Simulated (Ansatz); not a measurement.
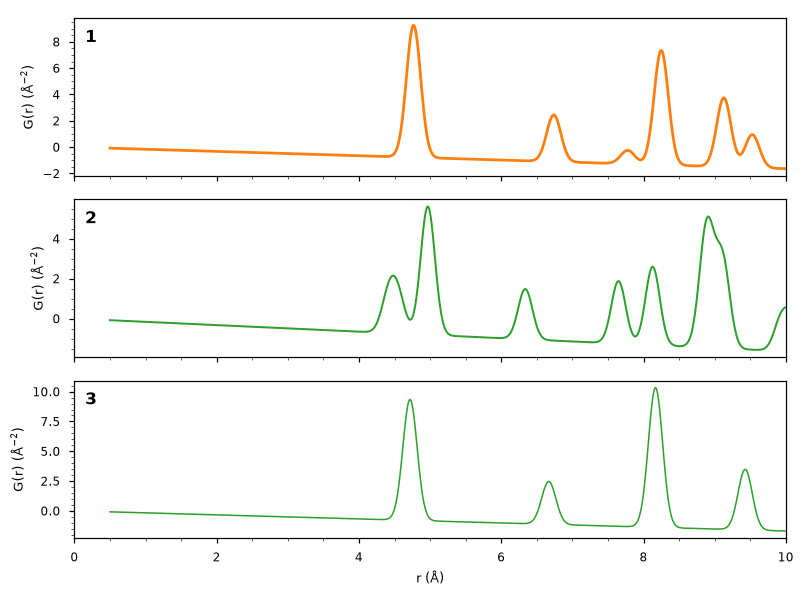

Each curve is a calculated neutron PDF: distances of the static structure, each pair weighted by the product of the tabulated coherent neutron scattering lengths (natural isotope mix where the element has one), broadened by Gaussians with σ = 0.10 Å. No termination ripples are included.

Candidate polymorphs:

A. 
```
CELL_PARAMETERS angstrom
7.65092 0.00000 0.00000
-3.82546 6.62589 0.00000
0.00000 0.00000 4.54743
ATOMIC_POSITIONS crystal
K 0.00000 0.00000 0.00000
K 0.33333 0.66667 0.50000
K 0.66667 0.33333 0.50000
```

B. 
```cif
data_structure
_symmetry_space_group_name_H-M 'P6_3/mmc'
_symmetry_Int_Tables_number 194
_cell_length_a 4.7653
_cell_length_b 4.7653
_cell_length_c 7.7820
_cell_angle_alpha 90.000
_cell_angle_beta 90.000
_cell_angle_gamma 120.000
_cell_volume 153.04
loop_
_atom_site_label
_atom_site_type_symbol
_atom_site_symmetry_multiplicity
_atom_site_Wyckoff_symbol
_atom_site_fract_x
_atom_site_fract_y
_atom_site_fract_z
_atom_site_occupancy
K1 K 2 c 0.33333 0.66667 0.25000 1
```

C. 
```
K
1.0
     6.66830    0.00000    0.00000
     0.00000    6.66830    0.00000
     0.00000    0.00000    6.66830
K
4
Direct
  0.00000 0.00000 0.00000
  0.00000 0.50000 0.50000
  0.50000 0.00000 0.50000
  0.50000 0.50000 0.00000
```

Origins: A, coordinates from a relaxation with DFT, r2SCAN, plane waves (500 eV) with PAW, scalar-relativistic (Ansatz); the starting structure was generated, so it need not be a known form of this composition; B, the end point of a relaxation with DFT, r2SCAN, plane waves (500 eV) with PAW, scalar-relativistic (Ansatz 0.2.0); the starting structure was generated, so it need not be a known form of this composition; C, the geometry relaxed with Ansatz, DFT, PBE, plane waves (420 eV) with PAW, scalar-relativistic; the starting structure was generated, so it need not be a known form of this composition.

### Match each curve to its structure.

curve 1 is B (K, first clear peaks at 4.77 Å (K–K) and 6.74 Å (K–K)); curve 2 is A (K, first clear peaks at 4.48 Å (K–K) and 4.97 Å (K–K)); curve 3 is C (K, first clear peaks at 4.72 Å (K–K) and 6.67 Å (K–K)).
